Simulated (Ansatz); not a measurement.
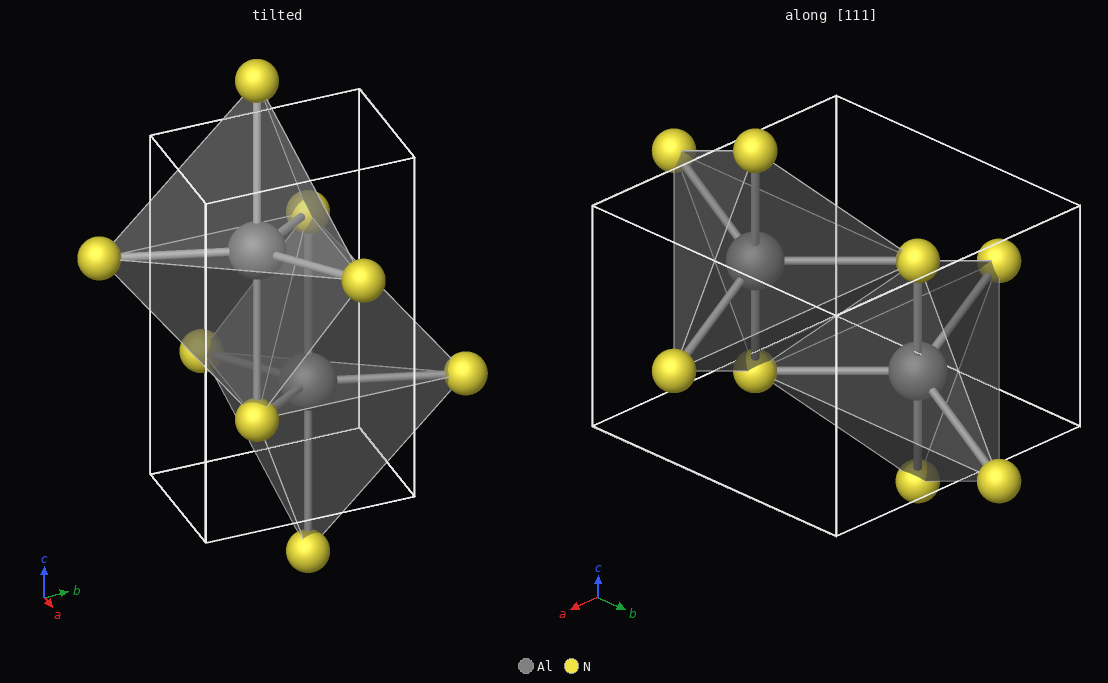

The figure gives a polyhedral picture of the atoms, viewed slightly off an axis and along [111]. The lines enclose the conventional unit cell; boundary atoms appear with their images. A few atoms beyond the faces are included. Cell: a = 3.292 Å, b = 3.292 Å, c = 4.137 Å, α = 90.00°, β = 90.00°, γ = 120.00°.

What structure is drawn here?

The solid is AlN. The structure has P6_3/mmc (No. 194) symmetry and a primitive hexagonal lattice. With Z = 2, the cell contains 2 Al, 2 N. The polyhedra are AlN5 trigonal bipyramids; they share corners and edges. The coordination shell of Al holds five N in a distorted trigonal bipyramidal arrangement at about 1.9 to 2.1 Å. The neighbours of N are five Al in a distorted trigonal bipyramidal arrangement at about 1.9 to 2.1 Å. The bonds build a three-dimensional framework.

It goes back to a structure listed in the Materials Project, with elements exchanged, so it need not be a known form of the compound. Earlier steps of the study may have refined or changed the cell and positions. An electronic-structure calculation with Ansatz was run on it.
